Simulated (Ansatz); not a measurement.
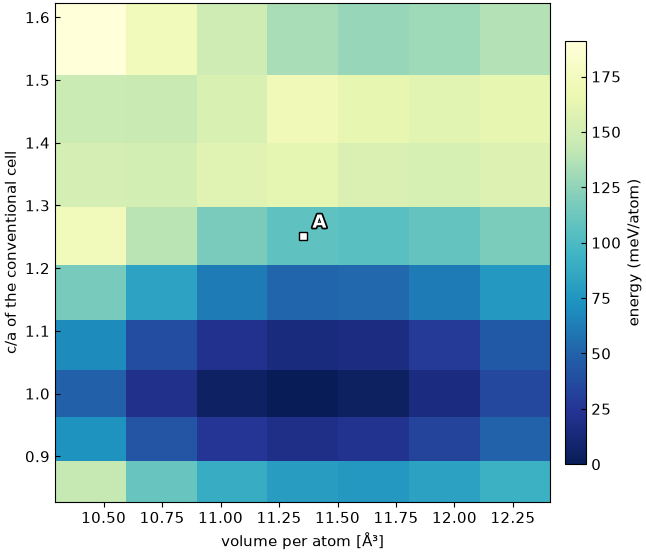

Fe (Im-3m, No. 229; 1 atom in the cell). The energy is mapped over volume and the cell's shape. The first coordinate is: volume per atom; the second: c/a of the conventional cell. Nothing is relaxed (symmetry fixes all fractional coordinates). The scan uses a 7 × 9 grid. Points are written as (first, second). All energies are given in meV/atom relative to the lowest grid point. The cutoff or the k-mesh is coarse on purpose, so the values aren't converged. The magnetic moment jumps between some neighbouring points. Level of theory: DFT PBE, scalar-relativistic, plane waves, PAW (Ansatz 0.2.0). Settings: cutoff 520 eV, k-mesh 12×12×12, gaussian smearing 0.15 eV, spin-polarised.

The picture shows one coloured cell a grid point, the point A.

Is A at rest? If not, where is it pushed?

Answer. A, at (11.351 Å³, 1.251), is not a stationary point. The computed force is 20 meV/atom for each Å³ towards larger values of volume per atom and 630 meV/atom for each unit towards smaller values of c/a of the conventional cell.
